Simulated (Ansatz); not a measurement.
**Ge: 8 runs along one coordinate**

System: Ge (Pmma, 2 atoms in the cell).
Method: DFT PBEsol, scalar-relativistic, plane waves, PAW, no spin polarisation (Ansatz 0.2.0).

The 8 runs differ only in the geometry, by a shift of atoms along one path in a fixed cell. The shift s is measured from run 5: Ge1 moves along the Cartesian direction (−1.00, 0.00, 0.00), and Ge2 with it in fixed proportion. The structure derives from a Materials Project entry.

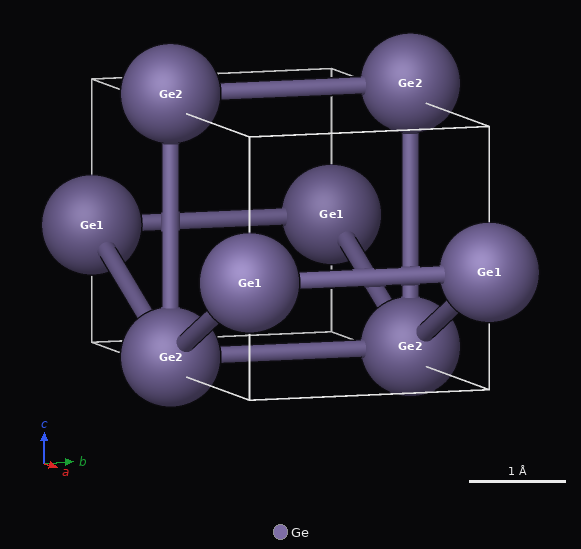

Figure 1. The structure of run 5 (ball-and-stick view of the cell of the calculation, set on other vectors, seen slightly off an axis; atoms are numbered from 1 in the order of the input). An atom can appear more than once, as a periodic image.

### Input of run 5
```yaml
crystal:
  lattice:
    - [0.0, 0.0, -2.6427277821]
    - [2.7652112298, 0.0, 0.0]
    - [0.0, -5.0390024825, 0.0]
  atoms:
    - { symbol: Ge, position: [0.0, 0.4457545961, 0.0] }
    - { symbol: Ge, position: [0.0, 0.0542454039, 0.5] }
basis:
  ecutwfc: 420
kpoints:
  mp_grid: { grid: [22, 22, 12] }
hamiltonian:
  xc: pbesol
scf:
  occupations: { method: gaussian, width: 0.15 }
output:
  forces: true
  stress: true
  eigenvalues: true
```

Command:
```bash
ansatz run input.yaml --threads 2 --pin off --max-ram 5120MiB --backend cpu --events-out ev --progress --plain --runs-dir out
```

Run 2 differs from it as follows:
```diff
-    - { symbol: Ge, position: [0.0, 0.4457545961, 0.0] }
-    - { symbol: Ge, position: [0.0, 0.0542454039, 0.5] }
+    - { symbol: Ge, position: [0.0, 0.5723272052, 0.0] }
+    - { symbol: Ge, position: [0.0, -0.0723272052, 0.5] }
```

### Results, with one run withheld

```csv
run,shift s of Ge1 (Å),"free energy per atom, from the lowest run given (meV)",pressure (GPa),force along the path (eV/Å)
1,−0.5500,19.89,2.13,0.272
2,−0.3500,?,?,?
3,−0.1000,0.45,0.04,0.008
4,−0.0500,0.10,0.18,0.018
5,0.0000,0.00,0.38,−0.017
6,0.1000,3.73,0.96,−0.137
7,0.1500,7.94,1.33,−0.197
8,0.2000,13.44,1.72,−0.241
```

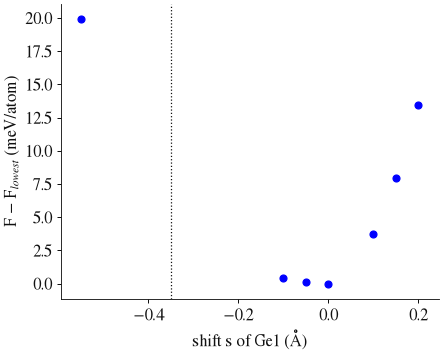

Figure 2. Free energy per atom of the runs given; the dotted line marks run 2.

Fit the runs given and predict run 2.

A cubic polynomial in the coordinate, fitted to the 7 runs given, misses them by at most 0.24 meV per atom. With x = s + 0.0357, it reads F = −0.1885 − 0.65072 x + 193.65 x² + 231.4 x³ (meV per atom). At run 2 it gives 11.96 meV per atom, and the run itself gives 1.10. The slope of the fit gives a force −dF/ds of 0.108 eV/Å along the path (summed over the atoms that move), and the printed forces give 0.073 eV/Å. The fit has its minimum at s = −0.0340 Å. The fit misses that run by 10.86 meV per atom.

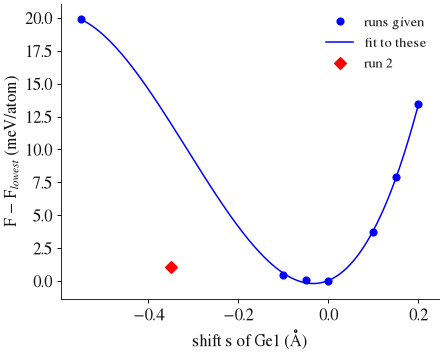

Figure 3. The fit and the withheld run.

### Output, shortened to warnings, some set-up lines, iterations and results (run 2)
```
Basis set: ecut = 420 eV, 725 PW (Γ), exchange–correlation on 36×40×72 points (8 copies of the dense FFT grid, shifted against one another)
Symmetry: 8 space group operations
k-points: 1008 of 5808
Initial density: superposition of atomic densities (neutral atoms: chi_scale 0, normalization atom), corrected by the library's trained network
[...]
SCF iter   1: F=—  HF=-8506.632848 eV  |F-HF|=—  |Δ(HF+E_count)|=         —  Δρ=2.63e-3  dr2=1.32e-3  ethr=1.77e-3  ⟨swp⟩=4.9  Hψ=73950  notcnv=0
SCF iter   2: F=—  HF=-8506.631785 eV  |F-HF|=—  |Δ(HF+E_count)|=   1.06e-3  Δρ=1.28e-3  dr2=3.78e-4  ethr=4.72e-6  ⟨swp⟩=2.0  Hψ=39845  notcnv=0
SCF iter   3: F=—  HF=-8506.631783 eV  |F-HF|=—  |Δ(HF+E_count)|=   1.85e-6  Δρ=6.53e-4  dr2=1.22e-4  ethr=1.35e-6  ⟨swp⟩=1.0  Hψ=17968  notcnv=0
SCF iter   4: F=—  HF=-8506.631776 eV  |F-HF|=—  |Δ(HF+E_count)|=   7.12e-6  Δρ=1.09e-4  dr2=4.61e-6  ethr=4.35e-7  ⟨swp⟩=1.6  Hψ=19749  notcnv=0
SCF iter   5: F=—  HF=-8506.631800 eV  |F-HF|=—  |Δ(HF+E_count)|=   2.35e-5  Δρ=1.35e-5  dr2=5.68e-8  ethr=1.65e-8  ⟨swp⟩=2.1  Hψ=22983  notcnv=0
SCF iter   6: F=-8506.631800 eV  HF=-8506.631800 eV  |F-HF|=2.02e-9  |Δ(HF+E_count)|=   2.57e-8  Δρ=3.43e-6  dr2=3.48e-9  ethr=2.03e-10  ⟨swp⟩=2.3  Hψ=59766  notcnv=0
SCF 1 converged in 6 iterations: F = -8506.631800 eV  dr2 = 3.48e-9
SCF converged after 6 iterations
Free energy (F): -8506.631800 eV
Harris-Foulkes:  -8506.631800 eV  (|F-HF|=2.02e-9)
Internal energy: -8506.622577 eV  (E = F + TS)
E sigma→0 (E₀):  -8506.627188 eV
Entropy (-TS):   -0.009222 eV (-4.611 meV/atom)
Fermi energy:    11.163667 eV
--- Per-component energies (eV) ---
  E_band       = -223.175890
  E_kinetic    = 222.565759
  E_local      = -4290.366369  (includes V_loc(G=0)·N_el)
  E_nonlocal   = 836.145662
  E_hartree    = 1878.547644
  E_xc         = -150.678056
  E_vxc        = -130.290185  (∫ρ·V_xc dr)
  E_paw        = -3953.795904  (= ΣΔE_a)
  E_vpaw       = -618.327541  (= ΣTr[D̂ρ^β])
  E_aug_tail   = 0.000624  (compensation charges beyond the density's cutoff)
  E_ewald      = -3050.877811
  E_core_change = 1.835872  (= ΣΔE_core)
  E_smearing   = -0.009222  (= −TS)
  E_closure    = 0.000000  (closes the sum)
  Σ components = -8506.631800   (vs F -8506.631800, Δ=0.00e0)
--- Forces (eV/Å), atoms counted from 1 ---
  atom   1  Ge    -0.03660946     0.00000000    -0.00000000
  atom   2  Ge     0.03660946    -0.00000000     0.00000000
  max |Σ_I F_I| component: 6.94e-18 eV/Å
--- Stress (GPa, compression-positive) ---
        0.760633      -0.000000      -0.000000
       -0.000000       1.307393      -0.000000
       -0.000000      -0.000000      -0.149827
  P = ⅓ Tr σ = 0.6394 GPa (6.394 kbar)
```
